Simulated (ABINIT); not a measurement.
Geometry relaxation, with input and output: La (part 1 of 3)

The run: geometry relaxation of La (2 atoms in the cell). Method and program: Kohn-Sham DFT of a periodic cell, PBEsol, PseudoDojo NC SR PBEsol v0.4.1 standard (ABINIT 10.8.3).

The structure derives from an entry of the Crystallography Open Database. The run did not end well.

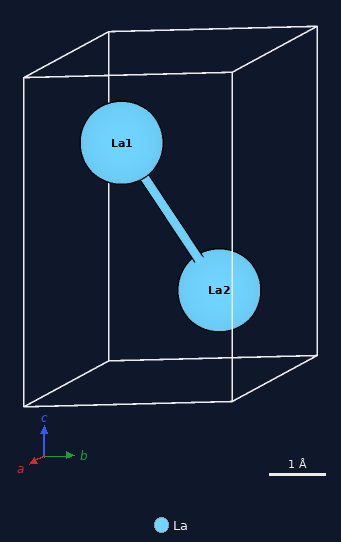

The structure as given in the input (ball-and-stick view of the cell of the calculation, seen slightly off an axis; atoms are numbered from 1 in the order of the input). An atom can appear more than once, as a periodic image.

Input file:
```
# Pseudopotentials
pp_dirpath "./"
pseudos "La.upf"

# Structure
acell 3.75 3.75 6.07 Angstrom
rprim
     1.0000000000     0.0000000000     0.0000000000
    -0.5000000000     0.8660254038     0.0000000000
     0.0000000000     0.0000000000     1.0000000000
ntypat 1
znucl 57
natom 2
typat 1 1
chkprim 0
chksymtnons 0
tolsym 1.0e-6
xred
            2/3            1/3            3/4
            1/3            2/3            1/4

# Plane-wave basis
ecut 55.0
ecutsm 0.5

# k points
kptopt 1
ngkpt 6 6 4
nshiftk 1
shiftk 0.0 0.0 0.0

# Exchange and correlation
ixc -116133

# Bands and occupations
nband 18
occopt 3
tsmear 0.00183747

# SCF cycle
nstep 80
tolvrs 1.0e-12

# Output
iomode 3
prteig 0
prtebands 0
prtwf 0
prtden 0

# Relaxation
ionmov 2
optcell 2
ntime 50
tolmxf 2.0e-5
dilatmx 1.08
```

Machine: 4 threads of Intel Xeon (Sapphire Rapids), 128 GiB of memory available, shared host.

Command:
```bash
mpirun --bind-to none -np 4 abinit run.abi > log 2>&1
```

What the program printed:
```
.Version 10.8.3 of ABINIT
 Symmetries : space group P6_3/m m c (#194); Bravais hP (primitive hexag.)
================================================================================
 Values of the parameters that define the memory need of the present run
     intxc =       0    ionmov =       2      iscf =       7    lmnmax =       8
     lnmax =       8     mgfft =      90  mpssoang =       4    mqgrid =    4136
     natom =       2  nloc_mem =       1    nspden =       1   nspinor =       1
    nsppol =       1      nsym =      24    n1xccc =    2501    ntypat =       1
    occopt =       3   xclevel =       2
       mpw =       12264          nfft =      262440          nkpt =          21
================================================================================
================================================================================

--------------------------------------------------------------------------------
------------- Echo of variables that govern the present computation ------------
--------------------------------------------------------------------------------
 -outvars: echo values of preprocessed input variables --------
            acell      7.0864729722E+00  7.0864729722E+00  1.1470637584E+01 Bohr
              amu      1.38905500E+02
          chkprim           0
      chksymtnons           0
          dilatmx      1.08000000E+00
             ecut      5.50000000E+01 Hartree
           ecutsm      5.00000000E-01 Hartree
           ionmov           2
              ixc     -116133
         kptrlatt        6    0    0      0    6    0      0    0    4
          kptrlen      4.25188378E+01
            natom           2
            nband          18
            ngfft          54      54      90
             nkpt          21
            nstep          80
             nsym          24
            ntime          50
           ntypat           1
           occopt           3
          optcell           2
           prtden           0
        prtebands           0
           prteig           0
            prtwf           0
            rprim      1.0000000000E+00  0.0000000000E+00  0.0000000000E+00
                      -5.0000000000E-01  8.6602540380E-01  0.0000000000E+00
                       0.0000000000E+00  0.0000000000E+00  1.0000000000E+00
          spgroup         194
           tolmxf      2.00000000E-05
           tolsym      1.00000000E-06
           tolvrs      1.00000000E-12
           tsmear      1.83747000E-03 Hartree
            typat      1  1
           xangst      1.8750000000E+00  1.0825317547E+00  4.5525000000E+00
                      -1.5718794671E-17  2.1650635095E+00  1.5175000000E+00
            xcart      3.5432364861E+00  2.0456885391E+00  8.6029781882E+00
                      -2.9704216958E-17  4.0913770782E+00  2.8676593961E+00
             xred      6.6666666667E-01  3.3333333333E-01  7.5000000000E-01
                       3.3333333333E-01  6.6666666667E-01  2.5000000000E-01
            znucl       57.00000

================================================================================

 chkinp: Checking input parameters for consistency.

================================================================================
== DATASET  1 ==================================================================

--- !DatasetInfo
iteration_state: {dtset: 1, }
dimensions: {natom: 2, nkpt: 21, mband: 18, nsppol: 1, nspinor: 1, nspden: 1, mpw: 12264, }
cutoff_energies: {ecut:  55.0, pawecutdg:  -1.0, }
electrons: {nelect:   2.20000000E+01, charge:   0.00000000E+00, occopt:   3.00000000E+00, tsmear:   1.83747000E-03, }
meta: {optdriver: 0, ionmov: 2, optcell: 2, iscf: 7, paral_kgb: 0, }
...

 Real(R)+Recip(G) space primitive vectors, cartesian coordinates (Bohr,Bohr^-1):
 R(1)=  7.0864730  0.0000000  0.0000000  G(1)=  0.1411139  0.0814722  0.0000000
 R(2)= -3.5432365  6.1370656  0.0000000  G(2)=  0.0000000  0.1629443  0.0000000
 R(3)=  0.0000000  0.0000000 11.4706376  G(3)=  0.0000000  0.0000000  0.0871791
 Unit cell volume ucvol=  4.9885974E+02 bohr^3
 Angles (23,13,12)=  9.00000000E+01  9.00000000E+01  1.20000000E+02 degrees

 getcut: wavevector=  0.0000  0.0000  0.0000  ngfft=  54  54  90
         ecut(hartree)=     64.152   => boxcut(ratio)=   2.11394

--- Pseudopotential description ------------------------------------------------
- pspini: atom type   1  psp file is ./La.upf
  57.00000  11.00000  180301                  znucl, zion, pspdat
12 -116133 3 -1 1812                          pspcod,pspxc,lmax,lloc,mmax
     nproj     2     2     2     2

   1.27975408E+03                                ecore*ucvol(ha*bohr**3)
--------------------------------------------------------------------------------

================================================================================

=== [ionmov= 2] Broyden-Fletcher-Goldfarb-Shanno method (forces)
================================================================================

--- Iteration: ( 1/50) Internal Cycle: (1/1)
--------------------------------------------------------------------------------

---SELF-CONSISTENT-FIELD CONVERGENCE--------------------------------------------

--- !BeginCycle
iteration_state: {dtset: 1, itime: 1, icycle: 1, }
solver: {iscf: 7, nstep: 80, nline: 4, wfoptalg: 0, }
tolerances: {tolvrs: 1.00E-12, }
...

     iter   Etot(hartree)      deltaE(h)  residm     vres2
 ETOT  1  -70.174667125332    -7.017E+01 7.433E-02 1.457E+01
 ETOT  2  -70.217738848051    -4.307E-02 6.825E-02 1.141E-01
 ETOT  3  -70.219680005063    -1.941E-03 8.945E-02 1.572E-01
 ETOT  4  -70.220618920217    -9.389E-04 2.889E-02 7.276E-02
 ETOT  5  -70.221102163458    -4.832E-04 1.019E-02 6.385E-02
 ETOT  6  -70.221313472125    -2.113E-04 4.167E-03 4.120E-01
 ETOT  7  -70.221473365461    -1.599E-04 5.133E-03 1.431E-01
 ETOT  8  -70.221552313802    -7.895E-05 4.072E-03 8.114E-02
 ETOT  9  -70.221586595975    -3.428E-05 3.006E-03 8.598E-02
 ETOT 10  -70.221609112559    -2.252E-05 2.049E-03 1.133E-02
 ETOT 11  -70.221616867382    -7.755E-06 1.353E-03 1.160E-02
 ETOT 12  -70.221622097834    -5.230E-06 8.591E-04 2.105E-04
 ETOT 13  -70.221624607560    -2.510E-06 6.185E-04 1.469E-03
 ETOT 14  -70.221625939507    -1.332E-06 5.398E-04 3.227E-03
 ETOT 15  -70.221626823390    -8.839E-07 3.479E-04 1.159E-03
 ETOT 16  -70.221627279906    -4.565E-07 5.146E-04 3.836E-04
 ETOT 17  -70.221627535995    -2.561E-07 3.166E-04 1.016E-05
 ETOT 18  -70.221627677105    -1.411E-07 4.785E-04 2.221E-06
 ETOT 19  -70.221627761636    -8.453E-08 2.938E-04 1.676E-07
 ETOT 20  -70.221627812717    -5.108E-08 3.857E-04 5.380E-06
 ETOT 21  -70.221627844251    -3.153E-08 2.128E-04 9.716E-08
 ETOT 22  -70.221627863315    -1.906E-08 2.323E-04 9.363E-07
 ETOT 23  -70.221627874768    -1.145E-08 1.591E-04 7.211E-06
 ETOT 24  -70.221627882766    -7.998E-09 1.623E-04 3.836E-07
 ETOT 25  -70.221627887590    -4.824E-09 1.422E-04 1.231E-07
 ETOT 26  -70.221627890606    -3.016E-09 1.450E-04 5.742E-09
 ETOT 27  -70.221627892524    -1.918E-09 1.264E-04 3.421E-09
 ETOT 28  -70.221627893751    -1.227E-09 1.285E-04 2.116E-07
 ETOT 29  -70.221627894555    -8.039E-10 1.117E-04 1.114E-07
 ETOT 30  -70.221627895062    -5.077E-10 1.131E-04 2.250E-07
 ETOT 31  -70.221627895377    -3.141E-10 9.802E-05 6.241E-07
 ETOT 32  -70.221627895587    -2.105E-10 9.896E-05 7.259E-07
 ETOT 33  -70.221627895715    -1.283E-10 8.556E-05 1.015E-06
 ETOT 34  -70.221627895802    -8.633E-11 8.607E-05 1.070E-06
 ETOT 35  -70.221627895894    -9.226E-11 7.431E-05 4.950E-07
 ETOT 36  -70.221627895959    -6.492E-11 8.394E-05 2.680E-08
 ETOT 37  -70.221627895988    -2.913E-11 6.581E-05 1.253E-08
 ETOT 38  -70.221627896006    -1.789E-11 8.570E-05 4.658E-10
 ETOT 39  -70.221627896020    -1.373E-11 6.688E-05 9.033E-10
 ETOT 40  -70.221627896026    -6.921E-12 8.698E-05 7.168E-11
 ETOT 41  -70.221627896032    -5.329E-12 6.757E-05 1.325E-10
 ETOT 42  -70.221627896035    -3.624E-12 8.773E-05 3.387E-13

 At SCF step   42       vres2   =  3.39E-13 < tolvrs=  1.00E-12 =>converged.

 Cartesian components of stress tensor (hartree/bohr^3)
  sigma(1 1)=  5.64019810E-05  sigma(3 2)=  0.00000000E+00
  sigma(2 2)=  5.64019808E-05  sigma(3 1)=  0.00000000E+00
  sigma(3 3)=  4.65621598E-05  sigma(2 1)=  0.00000000E+00

--- !ResultsGS
iteration_state: {dtset: 1, itime: 1, icycle: 1, }
comment   : Summary of ground state results
lattice_vectors:
- [  7.0864730,   0.0000000,   0.0000000, ]
- [ -3.5432365,   6.1370656,   0.0000000, ]
- [  0.0000000,   0.0000000,  11.4706376, ]
lattice_lengths: [   7.08647,    7.08647,   11.47064, ]
lattice_angles: [ 90.000,  90.000, 120.000, ] # degrees, (23, 13, 12)
lattice_volume:   4.9885974E+02
convergence: {deltae: -3.624E-12, res2:  3.387E-13, residm:  8.773E-05, diffor: null, }
etotal    :  -7.02216279E+01
entropy   :   0.00000000E+00
fermie    :   2.90534214E-01
cartesian_stress_tensor: # hartree/bohr^3
- [  5.64019810E-05,   0.00000000E+00,   0.00000000E+00, ]
- [  0.00000000E+00,   5.64019808E-05,   0.00000000E+00, ]
- [  0.00000000E+00,   0.00000000E+00,   4.65621598E-05, ]
pressure_GPa:  -1.5629E+00
xred      :
- [  6.6667E-01,   3.3333E-01,   7.5000E-01, La]
- [  3.3333E-01,   6.6667E-01,   2.5000E-01, La]
cartesian_forces: # hartree/bohr
- [ -2.84977298E-29,  -1.64531719E-29,  -0.00000000E+00, ]
- [  2.84977298E-29,   1.64531719E-29,  -0.00000000E+00, ]
force_length_stats: {min:   3.29063439E-29, max:   3.29063439E-29, mean:   3.29063439E-29, }
...

 Integrated electronic density in atomic spheres:
 ------------------------------------------------
 Atom  Sphere_radius  Integrated_density
    1        2.00000          6.02886047
    2        2.00000          6.02886047

---OUTPUT-----------------------------------------------------------------------

 Cartesian coordinates (xcart) [bohr]
  3.54323648607709E+00  2.04568853907587E+00  8.60297818819518E+00
 -2.97042169579761E-17  4.09137707815174E+00  2.86765939606506E+00
 Reduced coordinates (xred)
  6.66666666666667E-01  3.33333333333333E-01  7.50000000000000E-01
  3.33333333333333E-01  6.66666666666666E-01  2.50000000000000E-01
 Cartesian forces (fcart) [Ha/bohr]; max,rms= 2.84977E-29 1.89985E-29 (free atoms)
 -2.84977297634693E-29 -1.64531719499366E-29 -0.00000000000000E+00
  2.84977297634693E-29  1.64531719499366E-29 -0.00000000000000E+00
 Gradient of E wrt nuclear positions in reduced coordinates (gred)
  2.01948391736579E-28 -1.45092025867957E-44  0.00000000000000E+00
 -2.01948391736579E-28  1.45092025867957E-44 -0.00000000000000E+00
 Scale of Primitive Cell (acell) [bohr]
  7.08647297215418E+00  7.08647297215418E+00  1.14706375842602E+01
 Real space primitive translations (rprimd) [bohr]
  7.08647297215418E+00  0.00000000000000E+00  0.00000000000000E+00
 -3.54323648607709E+00  6.13706561722761E+00  0.00000000000000E+00
  0.00000000000000E+00  0.00000000000000E+00  1.14706375842602E+01
 Unitary Cell Volume (ucvol) [Bohr^3]=  4.98859744831564E+02
 Angles (23,13,12)= [degrees]
  9.00000000000000E+01  9.00000000000000E+01  1.19999999999554E+02
 Lengths [Bohr]
  7.08647297215418E+00  7.08647297224968E+00  1.14706375842602E+01
 Stress tensor in cartesian coordinates (strten) [Ha/bohr^3]
  5.64019810344284E-05  0.00000000000000E+00  0.00000000000000E+00
  0.00000000000000E+00  5.64019808475943E-05  0.00000000000000E+00
  0.00000000000000E+00  0.00000000000000E+00  4.65621598229535E-05
 Total energy (etotal) [Ha]= -7.02216278960354E+01

--- Iteration: ( 2/50) Internal Cycle: (1/1)
--------------------------------------------------------------------------------

---SELF-CONSISTENT-FIELD CONVERGENCE--------------------------------------------

--- !BeginCycle
iteration_state: {dtset: 1, itime: 2, icycle: 1, }
solver: {iscf: 7, nstep: 80, nline: 4, wfoptalg: 0, }
tolerances: {tolvrs: 1.00E-12, }
...

     iter   Etot(hartree)      deltaE(h)  residm     vres2
 ETOT  1  -70.221717894052    -7.022E+01 5.910E-01 7.108E-01
 ETOT  2  -70.221750371499    -3.248E-05 8.270E-02 7.312E-03
 ETOT  3  -70.221750998751    -6.273E-07 6.800E-02 3.340E-04
 ETOT  4  -70.221751037348    -3.860E-08 5.045E-02 4.125E-06
 ETOT  5  -70.221751044925    -7.576E-09 2.311E-02 2.086E-07
 ETOT  6  -70.221751047146    -2.222E-09 1.687E-02 5.546E-07
 ETOT  7  -70.221751048150    -1.004E-09 9.584E-03 7.626E-08
 ETOT  8  -70.221751048590    -4.398E-10 5.635E-03 1.293E-08
 ETOT  9  -70.221751048807    -2.168E-10 3.788E-03 3.764E-09
 ETOT 10  -70.221751048915    -1.081E-10 1.948E-03 3.701E-09
 ETOT 11  -70.221751048970    -5.545E-11 1.438E-03 1.146E-09
 ETOT 12  -70.221751048998    -2.834E-11 9.986E-04 1.698E-09
 ETOT 13  -70.221751049013    -1.502E-11 5.291E-04 4.823E-10
 ETOT 14  -70.221751049023    -9.820E-12 5.231E-04 1.417E-09
 ETOT 15  -70.221751049028    -4.647E-12 1.904E-04 7.493E-09
 ETOT 16  -70.221751049031    -3.055E-12 2.723E-04 6.908E-09
 ETOT 17  -70.221751049032    -9.805E-13 9.337E-05 3.545E-09
 ETOT 18  -70.221751049031     6.395E-13 1.410E-04 3.102E-09
 ETOT 19  -70.221751049034    -2.728E-12 6.406E-05 3.915E-09
 ETOT 20  -70.221751049032     1.620E-12 7.275E-05 1.199E-09
 ETOT 21  -70.221751049034    -1.805E-12 4.486E-05 5.762E-10
 ETOT 22  -70.221751049032     2.615E-12 6.202E-05 4.107E-10
 ETOT 23  -70.221751049035    -2.998E-12 4.286E-05 2.543E-10
 ETOT 24  -70.221751049036    -1.165E-12 5.884E-05 2.888E-11
 ETOT 25  -70.221751049035     3.411E-13 4.052E-05 3.290E-11
 ETOT 26  -70.221751049035     3.411E-13 5.537E-05 1.053E-12
 ETOT 27  -70.221751049032     3.268E-12 3.802E-05 1.088E-12
 ETOT 28  -70.221751049034    -2.615E-12 5.179E-05 4.900E-13

 At SCF step   28       vres2   =  4.90E-13 < tolvrs=  1.00E-12 =>converged.

 Cartesian components of stress tensor (hartree/bohr^3)
  sigma(1 1)=  5.27675142E-05  sigma(3 2)=  0.00000000E+00
  sigma(2 2)=  5.27675140E-05  sigma(3 1)=  0.00000000E+00
  sigma(3 3)=  4.29537257E-05  sigma(2 1)=  0.00000000E+00

--- !ResultsGS
iteration_state: {dtset: 1, itime: 2, icycle: 1, }
comment   : Summary of ground state results
lattice_vectors:
- [  7.0744822,   0.0000000,   0.0000000, ]
- [ -3.5372411,   6.1266813,   0.0000000, ]
- [  0.0000000,   0.0000000,  11.4546147, ]
lattice_lengths: [   7.07448,    7.07448,   11.45461, ]
lattice_angles: [ 90.000,  90.000, 120.000, ] # degrees, (23, 13, 12)
lattice_volume:   4.9647849E+02
convergence: {deltae: -2.615E-12, res2:  4.900E-13, residm:  5.179E-05, diffor: null, }
etotal    :  -7.02217510E+01
entropy   :   0.00000000E+00
fermie    :   2.92194758E-01
cartesian_stress_tensor: # hartree/bohr^3
- [  5.27675142E-05,   0.00000000E+00,   0.00000000E+00, ]
- [  0.00000000E+00,   5.27675140E-05,   0.00000000E+00, ]
- [  0.00000000E+00,   0.00000000E+00,   4.29537257E-05, ]
pressure_GPa:  -1.4562E+00
xred      :
- [  6.6667E-01,   3.3333E-01,   7.5000E-01, La]
- [  3.3333E-01,   6.6667E-01,   2.5000E-01, La]
cartesian_forces: # hartree/bohr
- [  9.51534378E-30,  -1.64810589E-29,  -0.00000000E+00, ]
- [ -9.51534378E-30,   1.64810589E-29,  -0.00000000E+00, ]
force_length_stats: {min:   1.90306876E-29, max:   1.90306876E-29, mean:   1.90306876E-29, }
...

 Integrated electronic density in atomic spheres:
 ------------------------------------------------
 Atom  Sphere_radius  Integrated_density
    1        2.00000          6.02937614
    2        2.00000          6.02937614

---OUTPUT-----------------------------------------------------------------------
```
